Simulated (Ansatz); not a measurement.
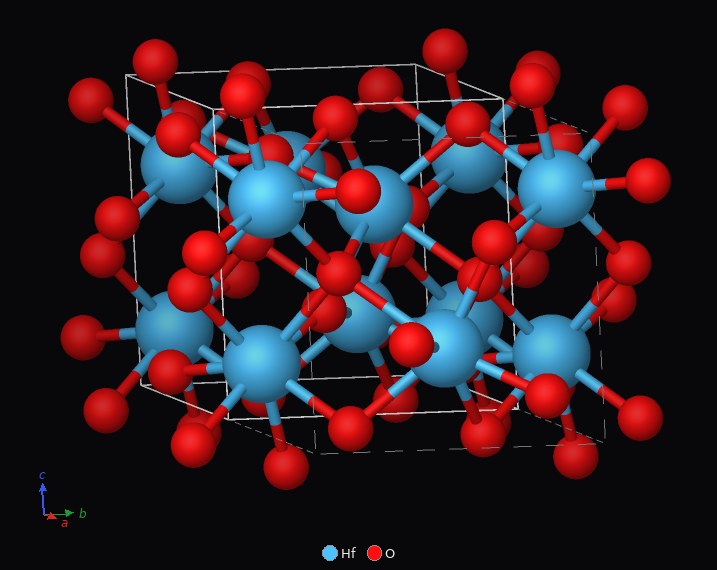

The figure gives a ball-and-stick picture of the atoms, viewed slightly off an axis. A block of 2×1×1 cells is shown, with one conventional unit cell in solid outline. A few atoms beyond the faces are included. Cell: a = 5.161 Å, b = 5.212 Å, c = 5.352 Å, α = 90.00°, β = 99.67°, γ = 90.00°.

It has the composition HfO$_{2}$. It is primitive monoclinic, space group P2_1/c (No. 14). The cell comprises 4 formula units: 4 Hf, 8 O. Hf is coordinated by seven O at about 2.1 to 2.3 Å. O takes two kinds of site: 4e with four Hf in a distorted tetrahedral arrangement at about 2.2 to 2.3 Å; 4e with three Hf at about 2.1 Å. Not all metal-metal contacts are counted. The bonds build a three-dimensional framework.

It goes back to a structure listed in the Materials Project. The picture shows the end point of a geometry optimisation with DFT PBE, scalar-relativistic, plane waves, PAW in Ansatz 0.2.0.
